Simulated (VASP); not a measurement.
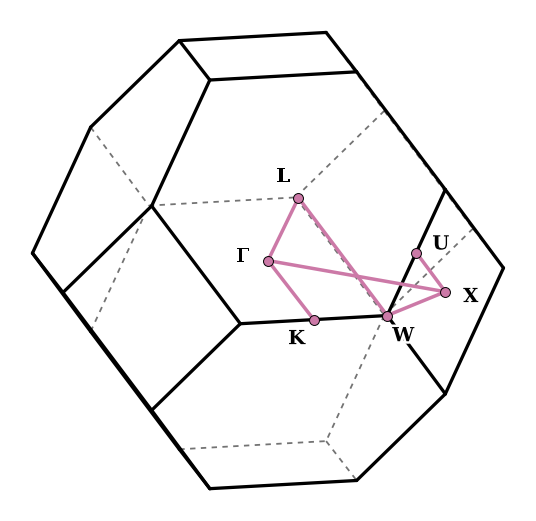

Crystal: HgSe, the end point of a relaxation with VASP Kohn-Sham DFT of a periodic cell, PBE, VASP PAW PBE potentials, recommended (VASP). The figure shows the first Brillouin zone with its special points and a band path. Symmetry computed with spglib at a tolerance of 0.002 Å; standard conventional cell.

Labels and path follow the convention of Hinuma et al. (2017), as computed by seekpath.

What lattice type do the shape and the labels point to?

Answer. A face-centred cubic lattice (cF; extended symbol cF2). The zone is a truncated octahedron in its combinatorial type: 14 faces (6 with 4 edges, 8 with 6 edges), 36 edges, 24 vertices.

In which order does the conventional band path visit the special points?

Answer. Γ–X–U | K–Γ–L–W–X
